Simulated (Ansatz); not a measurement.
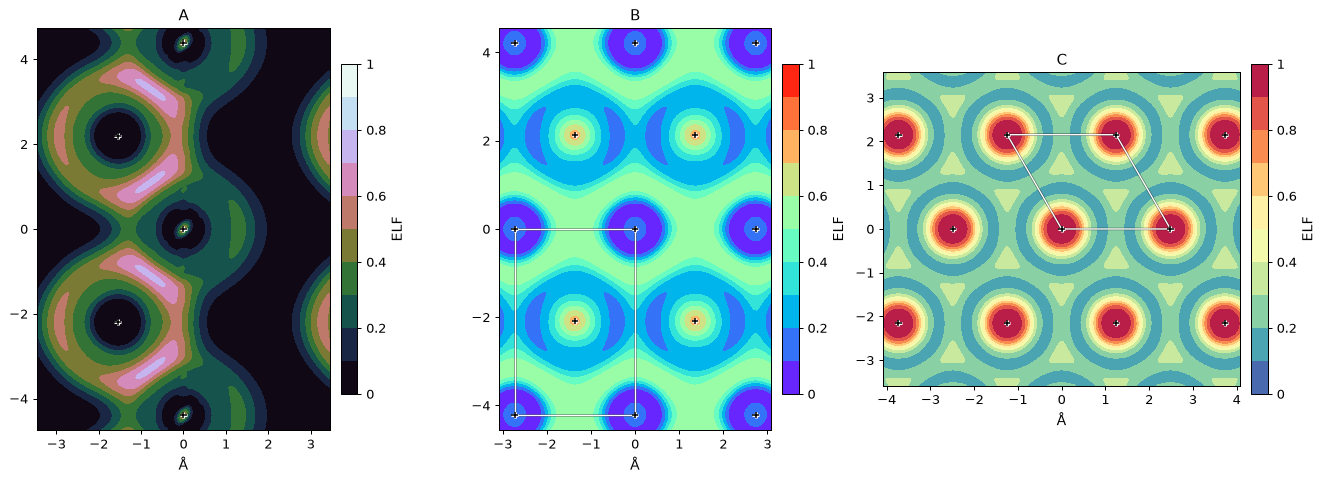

The electron localisation function of 3 systems, each on a plane through atoms (crosses mark nuclei in the plane).

These are results of DFT PBE, scalar-relativistic, plane waves, PAW (Ansatz), not measurements.

System 1: Co, the (001) plane of the conventional cell. Space group P-3m1; a structure from a database of computed crystals, not necessarily the ambient phase; not relaxed (largest force 0.5 eV/Å); spin-polarised.

```
Co
1.0
     2.48736    0.00000    0.00000
    -1.24368    2.15412    0.00000
     0.00000    0.00000    4.06329
Co
2
Direct
  0.66667 0.33333 0.25986
  0.33333 0.66667 0.74014
```

System 2: AlNi, the (100) plane of the conventional cell. Space group Cm; a structure from a database of computed crystals, not necessarily the ambient phase; changed on purpose from its base cell (all Ni atoms moved -0.050 Å, as atom 2 towards its neighbour atom 1 (Al) at 2.509 A); not relaxed (largest force 0.3 eV/Å); computed without spin polarisation.

System 3: GaSb, the (110) plane of the conventional cell. Space group F-43m.

```xyz
8
Lattice="6.2138 0.0000 0.0000 0.0000 0.0000 -6.2138 0.0000 6.2138 0.0000" Properties=species:S:1:pos:R:3 pbc="T T T"
Ga    3.1069    0.0000   -3.1069
Ga    0.0000    3.1069   -3.1069
Ga    0.0000    0.0000    0.0000
Ga    3.1069    3.1069    0.0000
Sb    4.6604    1.5535   -4.6604
Sb    1.5535    4.6604   -4.6604
Sb    1.5535    1.5535   -1.5535
Sb    4.6604    4.6604   -1.5535
```

Q: Which map belongs to which system?

A: Panel A is system 3, GaSb: the plane holds Ga and Sb. Ga–Sb (2.69 Å): the ELF peaks at about 0.70 between the atoms. Panel B is system 2, AlNi: the plane holds Al and Ni. Al–Ni (2.49 Å): the ELF is about 0.40 at the midpoint. Panel C is system 1, Co: the plane holds Co. Co–Co (2.49 Å): the ELF is about 0.25 at the midpoint; no localised pair shows between them.
